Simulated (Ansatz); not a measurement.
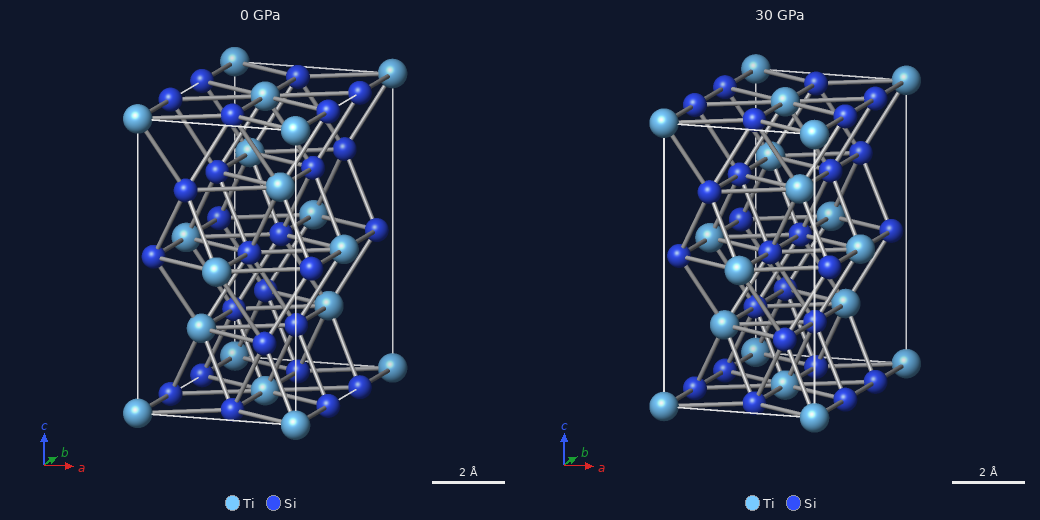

TiSi2, space group Fddd (No. 70), relaxed (cell and atoms) under a series of hydrostatic pressures; the conventional cell is drawn at the lowest and the highest, to one scale (sticks follow a distance rule). The start was a structure listed in the Materials Project.

Alike in all runs: Ansatz 0.2.0; functional LDA; potentials Ansatz PAW; cutoff 420 eV; k mesh 5 × 5 × 5 on the run's cell of 6 atoms; occupations fermi-dirac, width 0.05 eV; no spin polarisation; no spin-orbit coupling.

```tsv
pressure (GPa)	volume (Å³/atom)	a (Å)	b (Å)	c (Å)
0.0	13.489	4.714	8.106	8.473
2.0	13.323	4.694	8.066	8.445
5.0	13.093	4.666	8.010	8.407
10.0	?	?	?	?
20.0	12.177	4.554	7.785	8.243
30.0	11.711	4.495	7.669	8.153
```

**What equation of state do the given rows imply, and what volume does it predict for the missing row?**

The fit gives V0 = 13.49 Å³/atom, B0 = 158 GPa and B0′ = 4.2, which puts the volume at 10.0 GPa at 12.75 Å³/atom. The run gave volume 12.750 Å³/atom; a 4.625 Å; b 7.926 Å; c 8.348 Å.

**Which axis yields most up to 30 GPa?**

The b axis: a −4.6 %, b −5.4 %, c −3.8 %, against −13.2 % in volume.

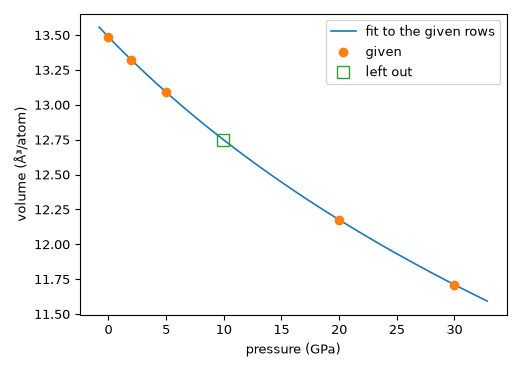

Volume against pressure, with the fit. The structure was kept in its own symmetry, so a change to another phase within this range wouldn't be seen.

Caveat: the plane-wave basis is chosen anew once the cell has moved, so the energies of steps on either side of that aren't comparable.
